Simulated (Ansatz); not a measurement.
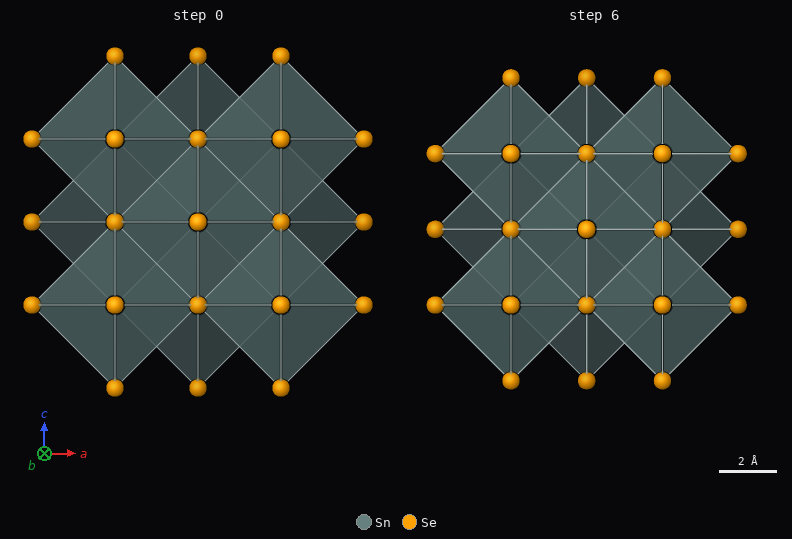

The structure of crystalline SnSe (set up in Fm-3m) before (left) and after (right) a relaxation, at one scale.

Style: polyhedral. Shown: the conventional cell (4 times the calculation's cell), along the b axis. Lengths and directions refer to the drawn axes.

Case: relaxed at 30 GPa.

The calculation used Ansatz, DFT LDA, scalar-relativistic, plane waves, PAW. Settings: plane-wave cutoff 420 eV; k-point mesh 8 × 8 × 8; occupations fixed; target pressure 30 GPa; no spin polarisation; cell and atoms relaxed; force threshold 0.001 eV/Å; at most 60 steps.

Summarise the run.

Answer. No atom moves by more than 0.005 Å relative to the cell. Cell: a = b = c 5.893 → 5.375 Å (−8.8 %). Volume −24.1 %. Some distances before and after: Se–Sn 2.946 → 2.688 Å. The space group stays Fm-3m (No. 225). The energy rises by 455 meV per atom in 5 accepted moves (6 points after the start). With the target pressure of 30 GPa, the enthalpy E + pV changes by −698 meV per atom. All forces vanish by symmetry, so only the cell relaxes. Pressure: 0.01 GPa at the start and 30.00 GPa at the end. At 1 point the geometry stayed and the basis and grid were re-selected for the new cell (energy shift of 1.2 meV per atom at most each time).
